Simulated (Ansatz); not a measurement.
Read the following structure.

```
Cu
1.0
     4.67680    0.00000    0.00000
     0.00000    2.72478    0.00000
    -1.75303    0.00000    7.67798
Cu
6
Direct
  0.00000 0.00000 0.00000
  0.66671 0.50000 0.68293
  0.83329 0.00000 0.31707
  0.50000 0.50000 0.00000
  0.16671 0.00000 0.68293
  0.33329 0.50000 0.31707
```

Q: What crystal do these data define?

A: The element is copper. It belongs to space group C2/m (No. 12) and has a base-centred monoclinic lattice. The cell holds six atoms. Cu takes two kinds of site: 2a with twelve Cu in a distorted cuboctahedral arrangement at 2.71 to 2.96 Å; 4i with ten Cu at 2.71 to 2.96 Å. The bonds build a three-dimensional framework.

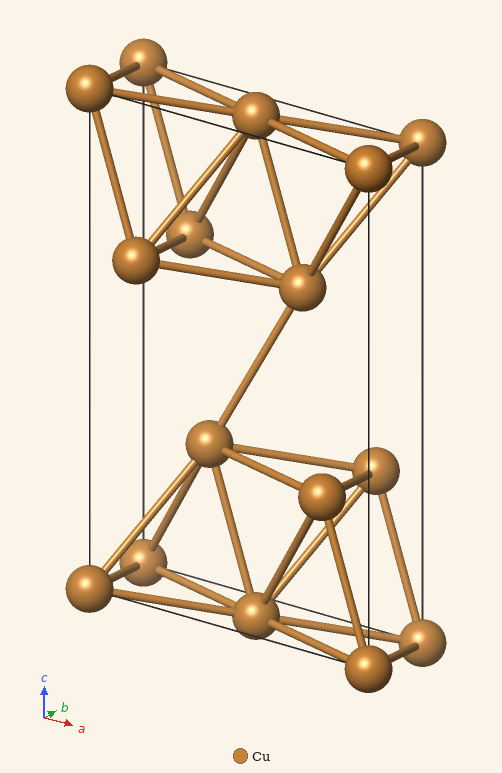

The crystal in a ball-and-stick representation, seen slightly off an axis. The wireframe shows the conventional unit cell. Colours: copper orange.

The cell started as a structure listed in the Materials Project, with elements exchanged, so it need not be a known form of the compound. The cell was then strained or its atoms displaced on purpose. It went into a calculation with Ansatz.

At this level of theory the cell isn't at rest (stretched, at -22 GPa), so its distances can differ from those at equilibrium, the more so the softer the solid.
